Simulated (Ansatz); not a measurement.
# Energy of SnO along a shift of atoms along one path

System: SnO (P1, 4 atoms in the cell).
Method: DFT PBEsol, scalar-relativistic, plane waves, PAW, no spin polarisation (Ansatz 0.2.0).

The 6 runs differ only in the geometry, by a shift of atoms along one path in a fixed cell. The shift s is measured from run 4: O3 moves along the Cartesian direction (0.71, −0.71, 0.00). The structure derives from a Materials Project entry.

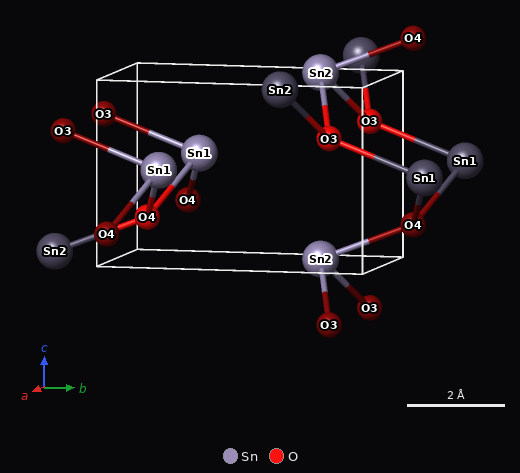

Figure 1. The structure of run 4 (ball-and-stick view of the cell of the calculation, seen slightly off an axis; neighbours outside the cell are drawn fainter; atoms are numbered from 1 in the order of the input).

**Input of run 4**
```yaml
crystal:
  lattice:
    - [3.3156061815, 0.0, 0.0]
    - [0.0, 5.7049851891, 0.0]
    - [0.0, 0.0, 3.8941648049]
  atoms:
    - { symbol: Sn, position: [0.0, 0.2337892808, 0.5261742991] }
    - { symbol: Sn, position: [0.5, 0.7662107192, 0.0261742991] }
    - { symbol: O, position: [0.0142248565, 0.8770892487, 0.7238267009] }
    - { symbol: O, position: [0.5, 0.1146435918, 0.2238267009] }
basis:
  ecutwfc: 420
kpoints:
  mp_grid: { grid: [8, 6, 8] }
hamiltonian:
  xc: pbesol
scf:
  occupations: { method: gaussian, width: 0.05 }
output:
  forces: true
  stress: true
  eigenvalues: true
```

Lattice vectors (Å) and fractional positions of run 4:
```
   3.315606    0.000000    0.000000
   0.000000    5.704985    0.000000
   0.000000    0.000000    3.894165
Sn  0.000000  0.233789  0.526174
Sn  0.500000  0.766211  0.026174
O   0.014225  0.877089  0.723827
O   0.500000  0.114644  0.223827
```

Run 5 differs from it as follows:
```diff
-    - { symbol: O, position: [0.0142248565, 0.8770892487, 0.7238267009] }
+    - { symbol: O, position: [0.0284283865, 0.8688344838, 0.7238267009] }
```

**Results, with one run withheld**

| run | shift s of O3 (Å) | free energy per atom, from the lowest run given (meV) | pressure (GPa) | gap on the mesh (eV) | force along the path (eV/Å) |
| --- | --- | --- | --- | --- | --- |
| 1 | −0.2667 | 37.53 | 1.43 | 1.13 | 1.688 |
| 2 | −0.2000 | 14.07 | 0.73 | 1.17 | 1.125 |
| 3 | −0.1334 | 0.00 | 0.25 | 1.20 | 0.565 |
| 4 | 0.0000 | 0.06 | −0.02 | 1.28 | −0.576 |
| 5 | 0.0666 | ? | ? | ? | ? |
| 6 | 0.1333 | 39.28 | 0.77 | 1.35 | −1.800 |

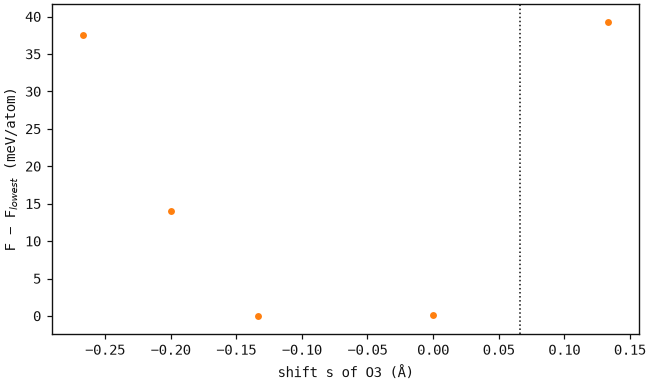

Figure 2. Free energy per atom of the runs given; the dotted line marks run 5.

Estimate the energy of run 5 from the others.

A cubic polynomial in the coordinate, fitted to the 5 runs given, misses them by at most 0.04 meV per atom. With x = s + 0.0934, it reads F = −4.0275 − 57.062 x + 1071.5 x² + 100.7 x³ (meV per atom). At run 5 it gives 14.69 meV per atom, and the run itself gives 14.56. The slope of the fit gives a force −dF/ds of −1.174 eV/Å along the path (summed over the atoms that move), and the printed forces give −1.171 eV/Å. The fit has its minimum at s = −0.0669 Å. The gap on the mesh goes, without turning, from 1.13 eV in run 1 to 1.35 eV in run 6; run 5 has 1.31 eV. These are gaps of this functional on this mesh, which can miss the band edges; they aren't the measured gap.

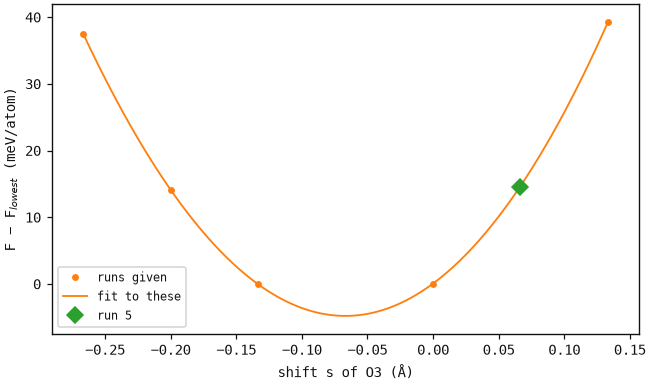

Figure 3. The fit and the withheld run.

**Output, shortened to warnings, some set-up lines, iterations and results (run 5)**
```
Basis set: ecut = 420 eV, 1449 PW (Γ), exchange–correlation on 48×80×54 points (8 copies of the dense FFT grid, shifted against one another)
Symmetry: 1 space group operations
k-points: 196 of 384 (time reversal used)
Initial density: superposition of atomic densities (neutral atoms: chi_scale 0, normalization atom), corrected by the library's trained network
[...]
SCF iter   1: F=—  HF=-13020.999214 eV  |F-HF|=—  |Δ(HF+E_count)|=         —  Δρ=1.47e-2  dr2=1.52e-1  ethr=1.77e-3  ⟨swp⟩=6.2  Hψ=21811  notcnv=0
SCF iter   2: F=—  HF=-13020.967104 eV  |F-HF|=—  |Δ(HF+E_count)|=   3.21e-2  Δρ=2.12e-3  dr2=3.33e-3  ethr=3.80e-4  ⟨swp⟩=2.2  Hψ=7869  notcnv=0
SCF iter   3: F=—  HF=-13020.966695 eV  |F-HF|=—  |Δ(HF+E_count)|=   4.09e-4  Δρ=7.21e-4  dr2=1.59e-4  ethr=8.32e-6  ⟨swp⟩=2.0  Hψ=6467  notcnv=0
SCF iter   4: F=—  HF=-13020.966731 eV  |F-HF|=—  |Δ(HF+E_count)|=   3.57e-5  Δρ=2.16e-4  dr2=7.15e-5  ethr=3.97e-7  ⟨swp⟩=2.0  Hψ=8624  notcnv=0
SCF iter   5: F=—  HF=-13020.966726 eV  |F-HF|=—  |Δ(HF+E_count)|=   5.07e-6  Δρ=4.86e-5  dr2=9.47e-7  ethr=1.79e-7  ⟨swp⟩=2.1  Hψ=8487  notcnv=0
SCF iter   6: F=-13020.966726 eV  HF=-13020.966726 eV  |F-HF|=6.57e-8  |Δ(HF+E_count)|=   6.63e-7  Δρ=1.23e-5  dr2=5.17e-8  ethr=2.50e-10  ⟨swp⟩=7.5  Hψ=23141  notcnv=0
SCF 1 converged in 6 iterations: F = -13020.966726 eV  dr2 = 5.17e-8
SCF converged after 6 iterations
Free energy (F): -13020.966726 eV
Harris-Foulkes:  -13020.966726 eV  (|F-HF|=6.57e-8)
Internal energy: -13020.966726 eV  (E = F + TS)
E sigma→0 (E₀):  -13020.966726 eV
Fermi energy:    8.891010 eV
--- Per-component energies (eV) ---
  E_band       = -217.284593
  E_kinetic    = 722.074865
  E_local      = -2800.030416  (includes V_loc(G=0)·N_el)
  E_nonlocal   = 36.134949
  E_hartree    = 1491.842626
  E_xc         = -903.983559
  E_vxc        = -380.280059  (∫ρ·V_xc dr)
  E_paw        = -8433.810324  (= ΣΔE_a)
  E_vpaw       = -778.872079  (= ΣTr[D̂ρ^β])
  E_aug_tail   = 0.004814  (compensation charges beyond the density's cutoff)
  E_ewald      = -3133.839937
  E_core_change = 0.640255  (= ΣΔE_core)
  E_smearing   = -0.000000  (= −TS)
  E_closure    = 0.000000  (closes the sum)
  Σ components = -13020.966726   (vs F -13020.966726, Δ=0.00e0)
--- Forces (eV/Å), atoms counted from 1 ---
  atom   1  Sn     0.06597571    -0.34330063     0.11143360
  atom   2  Sn     0.60648050    -0.45925825     0.40702372
  atom   3  O     -0.83930072     0.81665170    -0.46968368
  atom   4  O      0.16684668    -0.01407904    -0.04856261
  max |Σ_I F_I| component: 2.11e-4 eV/Å
--- Stress (GPa, compression-positive) ---
        1.036765       0.014133       1.528409
        0.014133      -0.961621       0.064340
        1.528407       0.064342       0.628106
  P = ⅓ Tr σ = 0.2344 GPa (2.344 kbar)
```
